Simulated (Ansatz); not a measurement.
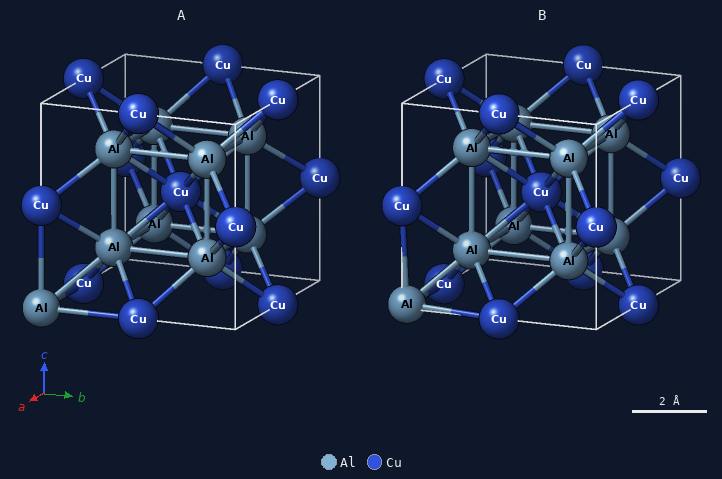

Two geometries of a defect cell of composition Al₉Cu₄, drawn at one scale. One is the start of a relaxation, the other its converged end. Style: ball-and-stick. Shown: the cell of the calculation, slightly off an axis.

Level of theory: DFT PBE, scalar-relativistic, plane waves, PAW in Ansatz 0.2.0. Set-up: plane-wave cutoff 420 eV; k-point mesh 4 × 4 × 4; occupations gaussian; smearing width 0.1 eV; mesh shifted by (0.5, 0.5, 0.5); no spin polarisation; atoms relaxed in a fixed cell; force threshold 0.02 eV/Å; at most 60 steps.

Which of the two is the end point?

Structure A is the relaxed one. Case: Al interstitial, charge +0, atoms relaxed. An Al atom moves most: 0.19 Å along [2 −1 −1]. By element the largest moves are Al 0.19 Å, Cu 0.02 Å. The cell stays as it was. Some distances before and after: Al–Al 2.318 → 2.607 Å, Al–Al 2.401 → 2.608 Å, Al–Cu 2.713 → 2.889 Å, Al–Al 2.891 → 2.772 Å. The energy falls by 0.951 eV per cell of the calculation in 3 accepted moves (4 points after the start). The largest force component goes from 2.6 to 0.0011 eV/Å. 1 step only repeated the SCF at the same geometry.

Limits of the set-up: the periodic images lie only 5.8 Å apart, so the values are limited by the cell's size.
